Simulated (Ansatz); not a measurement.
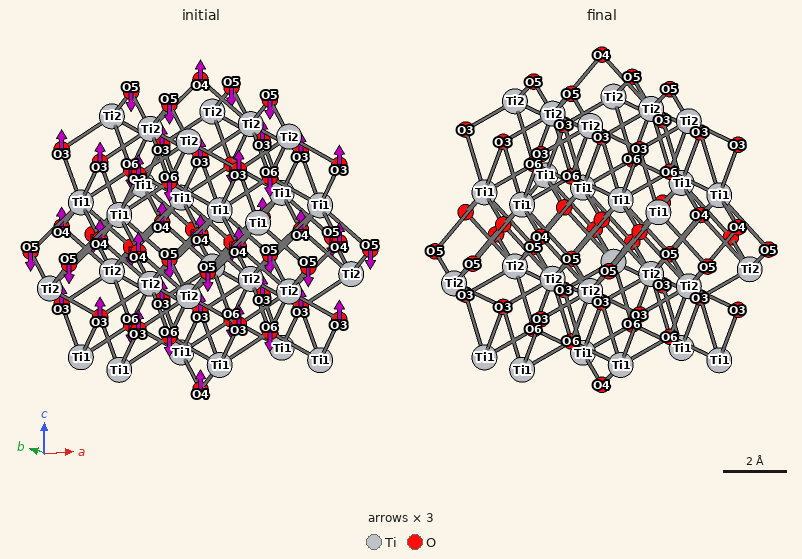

The structure of crystalline TiO₂ (built on the tetragonal host type) before (left) and after (right) a relaxation, at one scale. The purple arrows give the displacements (the part carried along by the change of the cell is left out), 3 times their true length.

The picture is a ball-and-stick view of the atoms within 5.8 Å of the atom that moves most (axes of the cell of the calculation), seen slightly off an axis.

Method: DFT, PBE, plane waves, PAW in Ansatz 0.2.0.

The input:
```yaml
crystal:
  lattice:
    - [3.45288884, 0.0, 0.0]
    - [0.0, 3.45288884, 0.0]
    - [0.0, 0.0, 5.01139966]
  atoms:
    - { symbol: Ti, position: [0.0, 0.0, 0.0] }
    - { symbol: Ti, position: [0.5, 0.5, 0.5] }
    - { symbol: O, position: [0.0, 0.5, 0.30177491] }
    - { symbol: O, position: [0.0, 0.5, 0.80177491] }
    - { symbol: O, position: [0.5, 0.0, 0.69822509] }
    - { symbol: O, position: [0.5, 0.0, 0.19822509] }
kpoints:
  mp_grid: { grid: [6, 6, 6] }
hamiltonian:
  xc: pbe
scf:
  occupations: { method: fermi_dirac, width: 0.02 }
relax:
  f_tol: 0.005
  cell: {}
```

Launched with:
```bash
ansatz run input.yaml --threads 2 --pin off --max-ram 29491MiB --backend cpu --events-out ev --progress --plain --runs-dir out
```

### Describe what moved and what it gained.

The largest moves relative to the cell, 0.22 Å, are those of O3, O4, O5 and O6. O4 goes along +c. Ti stays in place. The volume changes by +2.7 %, with a = b 3.453 → 3.389 Å (−1.9 %), c 5.011 → 5.342 Å (+6.6 %). Near-neighbour distances that change, for instance: Ti1–O3 2.295 → 2.496 Å, Ti1–O4 1.992 → 1.890 Å. Among the angles between lasting bonds that change: Ti1–O3–Ti1 97.6° → 85.5°, Ti2–O3–Ti2 120.2° → 127.4°. The space group stays P4_2/nmc (No. 137). Over 8 accepted moves (11 points after the start) the energy falls by 73.0 meV per atom. Largest force component: 0.86 eV/Å at the start, 0.00018 eV/Å at the end. Pressure: −9.36 GPa at the start and 0.00 GPa at the end. At 3 points the geometry stayed and the basis and grid were re-selected for the new cell (energy shift of 2.7 meV per atom at most each time).
